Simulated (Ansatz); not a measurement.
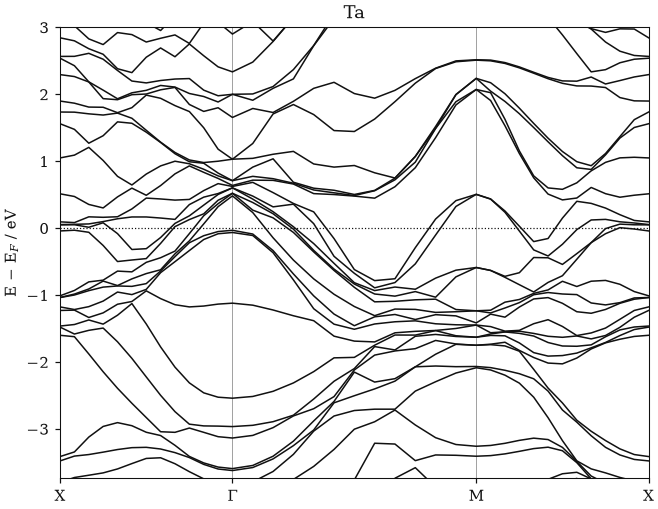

Band structure. Energies are counted from the Fermi level.

System: a (100) slab cut from Ta (Im-3m), 7 atoms in the cell.

Method: DFT PBE, scalar-relativistic, plane waves, PAW, no spin polarisation, 10×10×1 k mesh, Gaussian smearing of 0.1 eV (Ansatz).

> Does this material conduct, going by its bands?

A metal: 6 bands cross the Fermi level along this path.

> On which lines of the path do bands cross the Fermi level?

Bands cross the Fermi level on every line of the path.

Spin-orbit coupling is left out, which matters for Ta.
